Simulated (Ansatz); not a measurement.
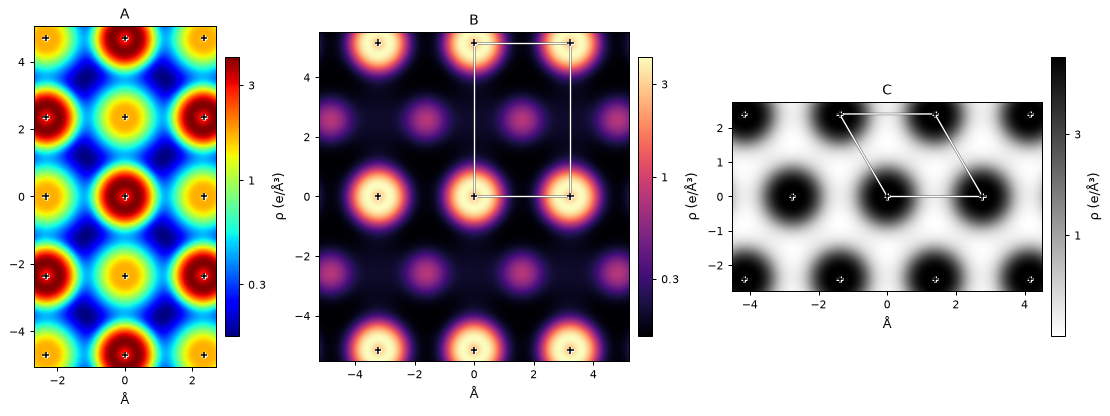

The valence charge density (pseudo) of 3 systems, each on a plane through atoms (crosses mark nuclei in the plane).

Level of theory: DFT PBE, scalar-relativistic, plane waves, PAW in Ansatz.

System 1: Zr, the (100) plane of the conventional cell. Space group P6₃/mmc.

```
Zr
1.0
     3.23363    0.00000    0.00000
    -1.61681    2.80040    0.00000
     0.00000    0.00000    5.16749
Zr
2
Direct
  0.33333 0.66667 0.25000
  0.66667 0.33333 0.75000
```

System 2: ZrC, the (100) plane of the conventional cell. Space group Fm-3m.

```
Zr C
1.0
     4.70880    0.00000    0.00000
     0.00000    4.70880    0.00000
     0.00000    0.00000    4.70880
Zr C
4 4
Cartesian
  2.3544 0.0000 0.0000
  0.0000 2.3544 0.0000
  0.0000 0.0000 2.3544
  2.3544 2.3544 2.3544
  0.0000 0.0000 0.0000
  2.3544 2.3544 0.0000
  2.3544 0.0000 2.3544
  0.0000 2.3544 2.3544
```

System 3: Re, the (001) plane of the conventional cell. Space group P6₃/mmc; computed without spin polarisation.

```
Re
1.0
     2.77489    0.00000    0.00000
    -1.38744    2.40312    0.00000
     0.00000    0.00000    4.48413
Re
2
Direct
  0.33333 0.66667 0.25000
  0.66667 0.33333 0.75000
```

Which map belongs to which system?

Panel A is system 2, ZrC: the plane holds Zr and C. Zr–C (2.35 Å): the density is about 0.45 e/Å³ at the midpoint. Panel B is system 1, Zr: the plane holds Zr. Zr–Zr (3.23 Å): the density is about 0.17 e/Å³ at the midpoint. Panel C is system 3, Re: the plane holds Re. Re–Re (2.77 Å): the density is about 0.41 e/Å³ at the midpoint.
